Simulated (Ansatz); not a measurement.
# H4C: what the fields show

```cif
data_structure
_symmetry_space_group_name_H-M 'P 1'
_symmetry_Int_Tables_number 1
_cell_length_a 4.7825
_cell_length_b 4.7825
_cell_length_c 3.8941
_cell_angle_alpha 90.000
_cell_angle_beta 90.000
_cell_angle_gamma 90.010
_cell_volume 89.07
loop_
_atom_site_label
_atom_site_type_symbol
_atom_site_fract_x
_atom_site_fract_y
_atom_site_fract_z
_atom_site_occupancy
H1 H 0.31441 0.49998 0.66188 1
H2 H 0.50002 0.68559 0.33812 1
H3 H 0.81441 0.99998 0.83812 1
H4 H 0.00002 0.18559 0.16188 1
H5 H 0.18559 0.00002 0.83812 1
H6 H 0.99998 0.81441 0.16188 1
H7 H 0.68559 0.50002 0.66188 1
H8 H 0.49998 0.31441 0.33812 1
C1 C 0.50000 0.50000 0.50000 1
C2 C 0.00000 0.00000 0.00000 1
```

Space group P4₂/nmc; a structure from a database of computed crystals, not necessarily the ambient phase; started from the Sn4Ir-68 prototype, which need not be the ambient phase.

Theory: Ansatz 0.2.0, DFT, r2SCAN+rVV10, plane waves, PAW.

The density is the valence pseudo-density of a PAW calculation; it isn't the true density close to the nuclei.

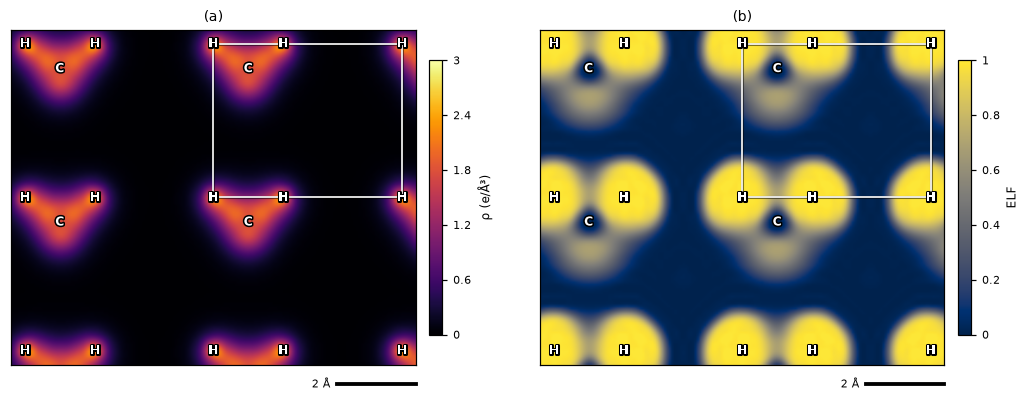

Figure 1. (a) valence electron density; (b) electron localisation function on the (010) plane of the conventional cell.

Question: Interpret the plot.

Answer: The section cuts through H and C sites.
C–H (1.09 Å): the density is about 2 e/Å³ at the midpoint; the ELF climbs to about 1 towards the hydrogen, as it does in any bond to H; an ordinary covalent bond to hydrogen.
Between the atoms the lowest density in this plane is 0.004 e/Å³.

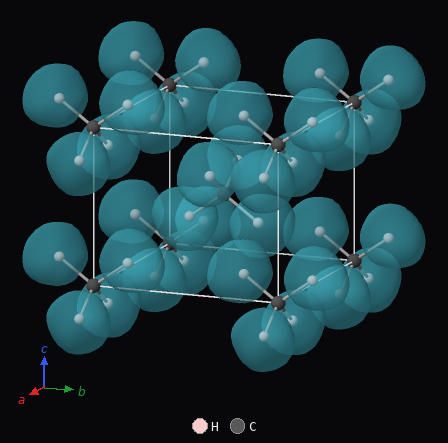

Figure 2. Isosurface of the electron localisation function at 0.8 (cyan), seen slightly off an axis. Core shells and regions of very low density are left out. Sticks mark near contacts.

Question: Identify the bonds, lone pairs and shells in this picture.

Answer: The ELF exceeds this value in eight regions around hydrogen nuclei, counted in one cell of 10 atoms. Any copies at cell faces, edges or corners count once.

Question: Does the calculation make it a metal, or give it a gap?

Answer: It is gapped, with a Kohn–Sham gap of 8.3 eV on the k-point mesh, an upper bound to the gap of this method.
